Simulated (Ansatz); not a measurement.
**Single-point calculation, with input and output: Cu$_{6}$H (part 2 of 2)**

Cu$_{6}$H (slab, 14 atoms in the cell); DFT PBE, scalar-relativistic, plane waves, PAW, no spin polarisation (Ansatz 0.2.0); cutoff 420 eV, 5×5×1 k-mesh, Gaussian smearing of 0.1 eV. The structure derives from an entry of the Crystallography Open Database.

Geometry of the input (Å; fractional positions):
```
5.1332  0.0000  0.0000
0.0000  5.1332  0.0000
0.0000  0.0000  21.5289
Cu 0.2500  0.2500  0.1858
Cu 0.2500  0.7500  0.1858
Cu 0.7500  0.2500  0.1858
Cu 0.7500  0.7500  0.1858
Cu 0.0000  0.0000  0.2678
Cu 0.0000  0.5000  0.2678
Cu 0.5000  0.0000  0.2678
Cu 0.5000  0.5000  0.2678
Cu 0.2500  0.2500  0.3497
Cu 0.2500  0.7500  0.3497
Cu 0.7500  0.2500  0.3497
Cu 0.7500  0.7500  0.3497
H  0.1867  1.0000  0.4003
H  0.3133  1.0000  0.4003
```

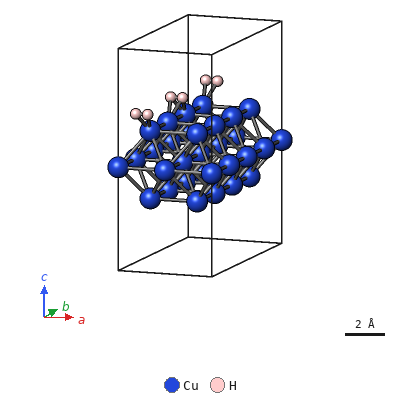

Figure 1. The structure as given in the input (ball-and-stick view of the 1 × 2 repeat of the cell, with the vacuum cut short, seen slightly off an axis).

## Output, continued
```
  k-point 0: bands = ["-111.5654", "-111.5609", "-111.4344", "-111.4301", "-111.4096", "-111.4053", "-111.0056", "-111.0013", "-110.9592", "-110.9549", "-110.9281", "-110.9238", "-69.0749", "-69.0385", "-68.9376", "-68.9315", "-68.8710", "-68.8446", "-68.8216", "-68.8213", "-68.8212", "-68.8143", "-68.8143", "-68.8070", "-68.7862", "-68.7821", "-68.7630", "-68.7611", "-68.7593", "-68.7488", "-68.4382", "-68.3951", "-68.3911", "-68.3856", "-68.3819", "-68.3713", "-68.3670", "-68.3535", "-68.3497", "-68.3484", "-68.3297", "-68.3121", "-68.3110", "-68.3083", "-68.3067", "-68.2959", "-68.2794", "-68.2754", "-10.4653", "-7.1199", "-4.5192", "-3.7625", "-3.7536", "-3.5105", "-3.4250", "-3.4006", "-3.3206", "-3.2698", "-3.0107", "-2.9314", "-2.9082", "-2.8679", "-2.7531", "-2.5953", "-2.3333", "-2.0910", "-2.0034", "-1.9734", "-1.9672", "-1.9613", "-1.9563", "-1.8705", "-1.8024", "-1.7845", "-1.7552", "-1.6671", "-1.6502", "-1.6222", "-1.5903", "-1.5820", "-1.5786", "-1.5750", "-1.2445", "-1.2209", "-1.1518", "-1.1013", "-1.0617", "-0.9844", "-0.9103", "-0.9068", "-0.8798", "-0.8315", "-0.8270", "-0.6510", "-0.6275", "-0.6211", "-0.6025", "-0.5713", "-0.5535", "-0.4758", "-0.4596", "-0.4109", "-0.3965", "-0.3764", "-0.3327", "-0.3258", "-0.3149", "-0.2722", "-0.2641", "-0.2035", "0.0966", "0.4521", "0.6110", "0.8990", "0.8999", "1.1107", "1.1125", "1.5244", "2.6175", "3.5527", "3.8571", "3.9211", "4.4873", "4.7664", "4.8318", "5.5466", "5.7892", "5.9562", "6.5268", "6.9817", "7.0603", "7.1984", "7.7793", "8.1926", "8.4145", "8.5798", "8.6074", "8.9214"]
  k-point 1: bands = ["-111.5650", "-111.5613", "-111.4343", "-111.4301", "-111.4097", "-111.4054", "-111.0052", "-111.0017", "-110.9588", "-110.9554", "-110.9277", "-110.9243", "-69.0712", "-69.0417", "-68.9369", "-68.9320", "-68.8686", "-68.8459", "-68.8214", "-68.8194", "-68.8173", "-68.8142", "-68.8139", "-68.8073", "-68.7862", "-68.7817", "-68.7672", "-68.7635", "-68.7609", "-68.7490", "-68.4332", "-68.3947", "-68.3914", "-68.3906", "-68.3770", "-68.3709", "-68.3674", "-68.3531", "-68.3500", "-68.3434", "-68.3346", "-68.3118", "-68.3106", "-68.3086", "-68.3072", "-68.3009", "-68.2790", "-68.2758", "-10.4379", "-6.9107", "-4.3551", "-4.2991", "-3.6054", "-3.4201", "-3.3911", "-3.3441", "-3.2452", "-3.2127", "-2.9583", "-2.9070", "-2.8684", "-2.8237", "-2.6959", "-2.5323", "-2.3231", "-2.1925", "-2.1867", "-2.0741", "-2.0225", "-2.0215", "-1.9455", "-1.8380", "-1.7839", "-1.7360", "-1.6969", "-1.6767", "-1.6489", "-1.6134", "-1.6046", "-1.5615", "-1.5522", "-1.4454", "-1.4183", "-1.2205", "-1.1952", "-1.0551", "-1.0305", "-1.0130", "-0.9809", "-0.9072", "-0.8825", "-0.8566", "-0.7924", "-0.7846", "-0.6933", "-0.6774", "-0.6731", "-0.6465", "-0.6449", "-0.5715", "-0.5195", "-0.4493", "-0.4491", "-0.4233", "-0.4049", "-0.3841", "-0.3387", "-0.3330", "-0.3299", "-0.2662", "-0.1548", "-0.0530", "0.1905", "1.0029", "1.1168", "1.2908", "1.5345", "2.5848", "2.9249", "3.3096", "3.5098", "3.8936", "4.6136", "5.0390", "5.1083", "5.7358", "5.7690", "5.8458", "6.0096", "6.6607", "6.7831", "7.3983", "7.7576", "8.0950", "8.4304", "8.6472", "8.8352", "8.9140"]
  k-point 2: bands = ["-111.5638", "-111.5624", "-111.4342", "-111.4300", "-111.4098", "-111.4055", "-111.0041", "-111.0028", "-110.9577", "-110.9564", "-110.9267", "-110.9253", "-69.0617", "-69.0504", "-68.9353", "-68.9335", "-68.8624", "-68.8513", "-68.8212", "-68.8142", "-68.8135", "-68.8131", "-68.8089", "-68.8079", "-68.7863", "-68.7811", "-68.7756", "-68.7722", "-68.7608", "-68.7491", "-68.4201", "-68.4038", "-68.3937", "-68.3924", "-68.3698", "-68.3685", "-68.3639", "-68.3522", "-68.3510", "-68.3476", "-68.3303", "-68.3141", "-68.3108", "-68.3096", "-68.3096", "-68.3083", "-68.2781", "-68.2768", "-10.3929", "-6.2990", "-5.3426", "-3.9454", "-3.5346", "-3.2607", "-3.1510", "-3.1250", "-3.1039", "-3.0548", "-2.9617", "-2.8677", "-2.8348", "-2.7784", "-2.7230", "-2.5179", "-2.4900", "-2.3500", "-2.2266", "-2.1956", "-2.1530", "-1.9767", "-1.8877", "-1.8344", "-1.8067", "-1.7795", "-1.6523", "-1.6014", "-1.5891", "-1.5692", "-1.5418", "-1.4869", "-1.4839", "-1.4521", "-1.3938", "-1.3002", "-1.2385", "-1.2329", "-1.2081", "-1.1422", "-1.1002", "-1.0741", "-0.9775", "-0.9348", "-0.9077", "-0.8607", "-0.8599", "-0.8224", "-0.8041", "-0.8033", "-0.7047", "-0.6903", "-0.6761", "-0.5772", "-0.5746", "-0.5236", "-0.5163", "-0.4586", "-0.4117", "-0.4041", "-0.3355", "-0.3010", "-0.2628", "-0.2366", "0.0972", "1.4214", "1.5859", "1.7212", "2.2766", "2.3711", "2.6994", "2.7510", "3.7219", "4.1732", "4.5383", "4.9033", "5.4872", "5.7504", "6.1019", "6.4974", "6.6593", "6.6914", "6.9102", "7.0369", "7.6508", "7.7719", "8.0394", "8.1926", "8.4063", "8.6453"]
  k-point 8: bands = ["-111.5638", "-111.5624", "-111.4328", "-111.4314", "-111.4083", "-111.4070", "-111.0041", "-111.0028", "-110.9576", "-110.9563", "-110.9268", "-110.9255", "-69.0616", "-69.0504", "-68.9341", "-68.9322", "-68.8614", "-68.8510", "-68.8183", "-68.8161", "-68.8120", "-68.8103", "-68.7963", "-68.7948", "-68.7894", "-68.7794", "-68.7765", "-68.7749", "-68.7729", "-68.7647", "-68.4201", "-68.4038", "-68.3949", "-68.3936", "-68.3637", "-68.3559", "-68.3546", "-68.3521", "-68.3509", "-68.3475", "-68.3304", "-68.3248", "-68.3236", "-68.3142", "-68.3095", "-68.3082", "-68.2782", "-68.2769", "-10.3576", "-5.4793", "-4.6424", "-4.5573", "-3.9336", "-3.3512", "-3.0951", "-3.0115", "-2.8511", "-2.7631", "-2.7235", "-2.6180", "-2.6080", "-2.5944", "-2.5538", "-2.4763", "-2.4364", "-2.3266", "-2.3014", "-2.2883", "-2.2381", "-2.1059", "-1.9687", "-1.9273", "-1.8595", "-1.8258", "-1.8019", "-1.7786", "-1.7428", "-1.6707", "-1.5475", "-1.4717", "-1.4137", "-1.3698", "-1.3679", "-1.3223", "-1.3017", "-1.2466", "-1.2325", "-1.2195", "-1.1486", "-1.1122", "-1.1029", "-1.0857", "-1.0451", "-0.9962", "-0.9818", "-0.9253", "-0.8951", "-0.8265", "-0.8223", "-0.8010", "-0.7655", "-0.7540", "-0.7001", "-0.6944", "-0.6783", "-0.6383", "-0.5805", "-0.4893", "-0.3851", "-0.3576", "-0.3492", "-0.3377", "-0.2187", "0.1194", "0.4397", "0.9215", "1.4767", "2.4685", "2.9740", "3.8526", "4.3579", "5.3295", "5.7623", "6.2078", "6.6963", "6.8433", "6.8569", "6.9178", "7.3732", "7.5107", "7.6887", "7.8086", "8.0339", "8.5588", "8.5968", "8.6354", "8.7475", "8.8243"]
```

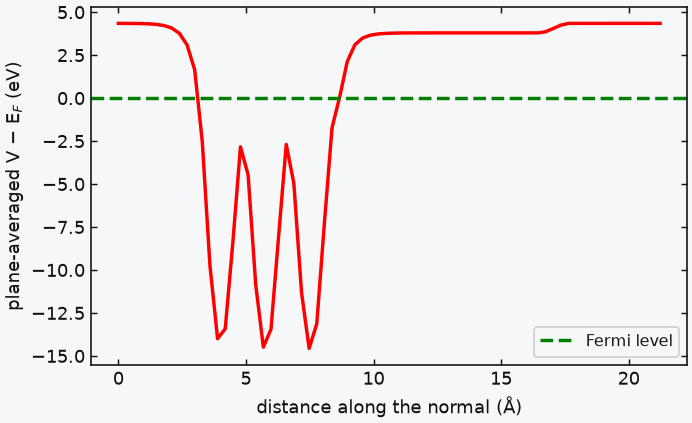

Figure 2. Plane average of the electrostatic potential energy of an electron across the cell, from the Fermi level. The vacuum level lies 3.80 eV above the Fermi level on the upper side and 4.35 eV on the lower.

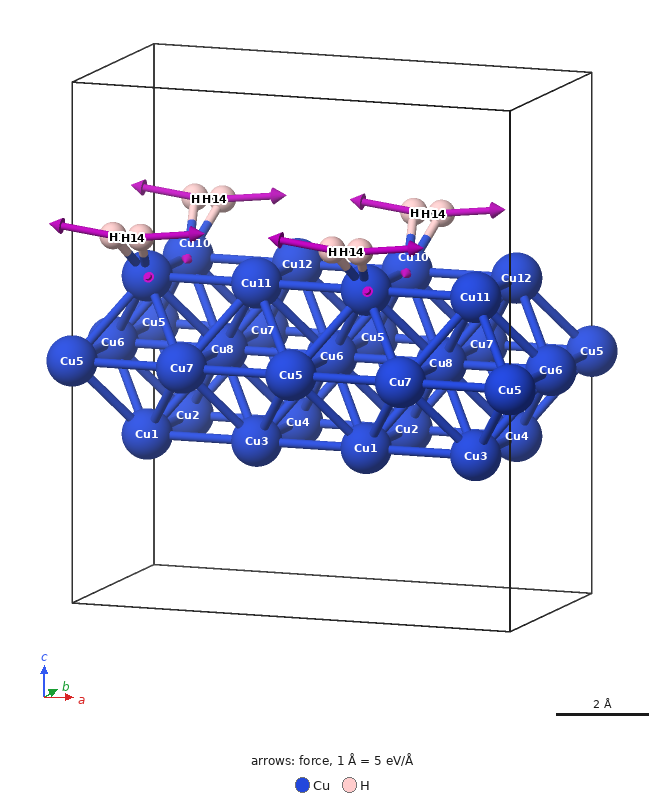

Figure 3. Forces on the atoms as pink arrows (ball-and-stick view of the 2 × 1 repeat of the cell, with the vacuum cut short, seen slightly off an axis; atoms are numbered from 1 in the order of the input); the smallest are left out. The largest act on H13, H14 (7.58 eV/Å). The geometry is not a stationary point of this energy.

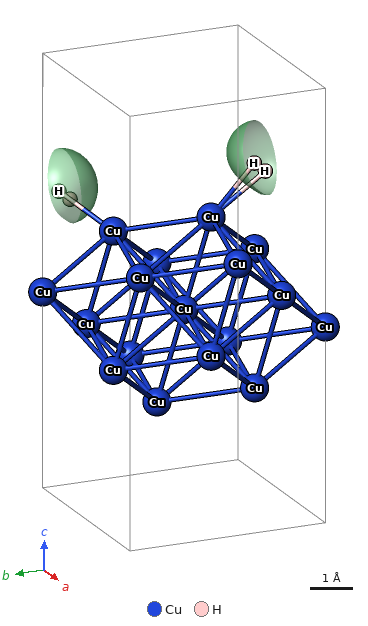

Figure 4. Isosurface of the ELF at 0.55 (green), seen at an oblique angle. Only the valence region is drawn (cores and ρ < 0.01 e/Å³ removed). Sticks mark near contacts. Counts are for one cell; the picture repeats the cell along the surface. Along the contacts the grid gives the following. Cu–H (1.71 Å): the ELF climbs to about 1 towards the hydrogen, as it does in any bond to H. Core electrons are frozen (PAW), so the fields are smoothed inside the atomic spheres.

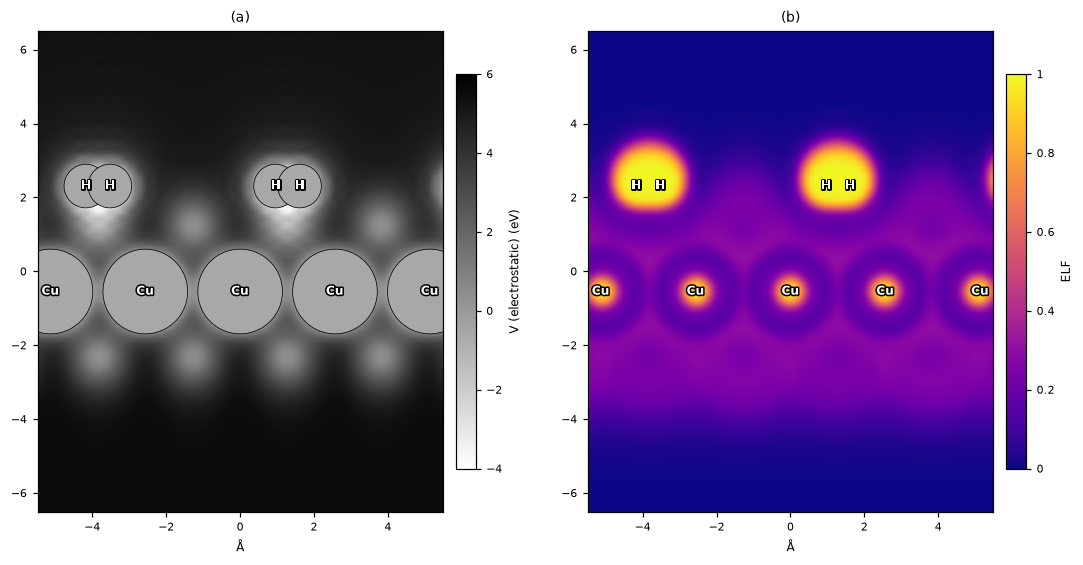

Figure 5. (a) electrostatic potential (local pseudopotential plus Hartree) felt by an electron; (b) electron localisation function on the (010) plane of the calculation cell, a cut from vacuum to vacuum. Grey discs, where drawn, cover atomic cores. The section cuts through Cu and H sites. The strong features right at Cu lie inside the PAW spheres (semicore, d or f shells) and say nothing about bonding.
